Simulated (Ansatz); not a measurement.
Geometry relaxation, with input and output: W (part 3 of 3)

The same run, continued: W (8 atoms in the cell); DFT, PBE, plane waves, PAW, no spin polarisation (Ansatz 0.2.0); cutoff 240 eV, 8×8×8 k-mesh, Gaussian smearing of 0.1 eV. The structure derives from an entry of the Crystallography Open Database. The settings are looser than a standard set-up, so the numbers are not reference values.

Geometry of the input (Å; fractional positions):
```
5.0830  0.0000  0.0000
0.0000  5.0830  0.0000
0.0000  0.0000  5.0830
W  0.0000  0.0000  0.0000
W  0.5000  0.5000  0.5000
W  0.0000  0.5000  0.2500
W  0.0000  0.5000  0.7500
W  0.2500  0.0000  0.5000
W  0.7500  0.0000  0.5000
W  0.5000  0.7500  0.0000
W  0.5000  0.2500  0.0000
```

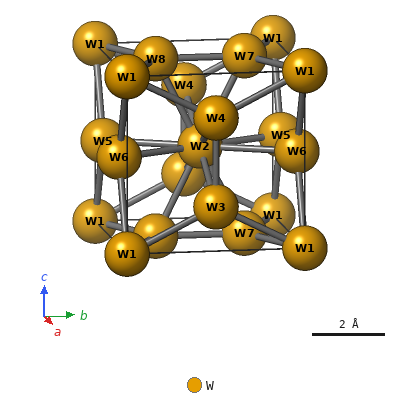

The geometry at step 9 of the log (ball-and-stick view of the cell of the calculation, seen slightly off an axis; atoms are numbered from 1 in the order of the input).

**Trajectory as extended XYZ, continued**
```
8
Lattice="5.0861 0.0000 0.0000 0.0000 5.0861 0.0000 0.0000 0.0000 5.0861" Properties=species:S:1:pos:R:3:forces:R:3 step=8 energy=-83071.69343 pressure_GPa=0.01
W     0.0000    0.0000    0.0000    0.0000   0.0000   0.0000
W     2.5430    2.5430    2.5430    0.0000   0.0000   0.0000
W     0.0000    2.5430    1.2715    0.0000   0.0000   0.0000
W     0.0000    2.5430    3.8145    0.0000   0.0000   0.0000
W     1.2715    0.0000    2.5430    0.0000   0.0000   0.0000
W     3.8145    0.0000    2.5430    0.0000   0.0000   0.0000
W     2.5430    3.8145    0.0000    0.0000   0.0000   0.0000
W     2.5430    1.2715    0.0000    0.0000   0.0000   0.0000
8
Lattice="5.0861 0.0000 0.0000 0.0000 5.0861 0.0000 0.0000 0.0000 5.0861" Properties=species:S:1:pos:R:3:forces:R:3 step=9 energy=-83071.69343 pressure_GPa=0.03
W     0.0000    0.0000    0.0000    0.0000   0.0000   0.0000
W     2.5430    2.5430    2.5430    0.0000   0.0000   0.0000
W     0.0000    2.5430    1.2715    0.0000   0.0000   0.0000
W     0.0000    2.5430    3.8145    0.0000   0.0000   0.0000
W     1.2715    0.0000    2.5430    0.0000   0.0000   0.0000
W     3.8145    0.0000    2.5430    0.0000   0.0000   0.0000
W     2.5430    3.8145    0.0000    0.0000   0.0000   0.0000
W     2.5430    1.2715    0.0000    0.0000   0.0000   0.0000
```

**Key numbers**

- outcome: converged
- space group (tolerance 0.01 Å): Pm-3n (223)
- electrons treated: 112
- free energy: −83071.6934 eV
- Fermi energy: 21.523 eV
- gap on the k-point mesh: none (metallic)
- pressure: 0.03 GPa
- final volume: 131.57 Å³
- largest force (length of the vector) at the end: under 0.001 eV/Å
- final cell: a = 5.086 Å, b = 5.086 Å, c = 5.086 Å, α = 90.00°, β = 90.00°, γ = 90.00°
- hardware: 1 thread of Arm Neoverse V1, 24 GiB of memory available, shared host
- wall time: 82 s
- peak memory: 0.39 GiB

**Remarks**

These settings are looser than, or depart from, a standard set-up, so the numbers are not reference values for this system. The program warns: the cutoff is below the recommended one. Spin–orbit coupling is left out, which matters for W.
